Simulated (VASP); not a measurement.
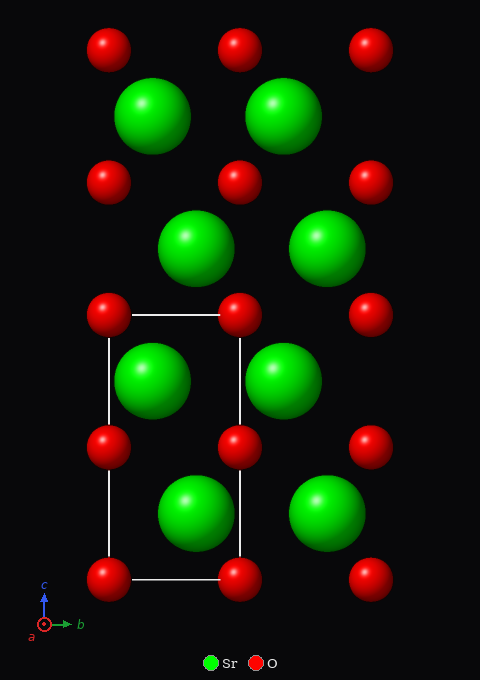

The picture looks along a close-packed row of the hexagonal mesh; c points upwards. Every atom sits on one of the three columns of the mesh; call them A, B, C in the order in which they first turn up. The sequence starts with the first layer at or above the cell's origin.

SrO: a cell listed in the Materials Project, as set up for an electronic-structure calculation.

> List the layers of one repeat.

O(A) – Sr(B) – O(A) – Sr(C) (four layers in 6.22 Å).

> How are the O layers alone stacked?

O layers alone: AA, a sequence in which some neighbouring layers lie directly above each other.

> Which positions between or in the O layers do the other atoms fill?

Sr: two trigonal-prismatic sites in each hexagonal cell.

Heights of the layers:

| layer | atoms (column) | height (Å) | to next (Å) |
| --- | --- | --- | --- |
| 1 | O(A) | 0.00 | 1.55 |
| 2 | Sr(B) | 1.55 | 1.55 |
| 3 | O(A) | 3.11 | 1.55 |
| 4 | Sr(C) | 4.66 | 1.55 |
